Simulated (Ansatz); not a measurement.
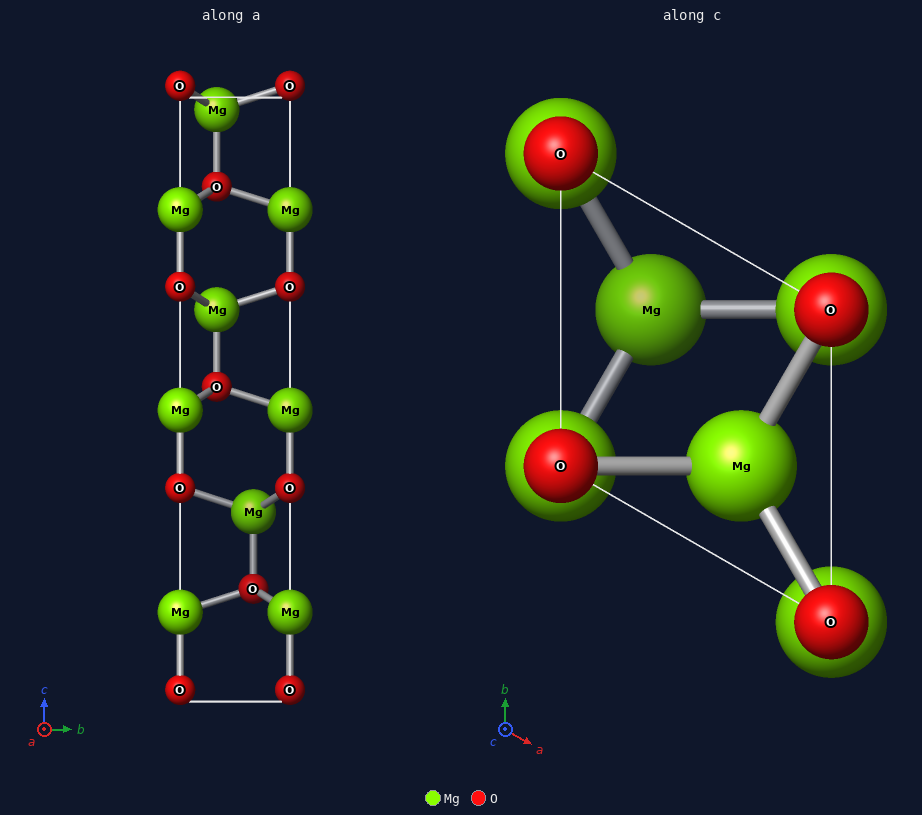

The image is a ball-and-stick drawing of a crystal, viewed along the a axis and along the c axis. Atoms at the boundary of the conventional unit cell (the box) are drawn once for each face, edge or corner they touch.

MgO, space group P3m1 (No. 156), a = 3.29 Å, b = 3.29 Å, c = 15.67 Å, α = 90.00°, β = 90.00°, γ = 120.00°.

Level of theory and settings: DFT PBE, scalar-relativistic, plane waves, PAW (Ansatz 0.2.0), plane-wave cutoff 420 eV, k-points about 0.20 Å⁻¹ apart, Gaussian smearing of 0.02 eV, no spin polarisation.

**How large a gap does the method give, if there is one?**

An insulator at this level, with a gap of 3.45 eV on the k-mesh (the true edges may lie between mesh points, so the gap can be somewhat smaller).

Starting structure: a structure listed in the Materials Project. The geometry was optimised with DFT PBE, scalar-relativistic, plane waves, PAW in Ansatz.
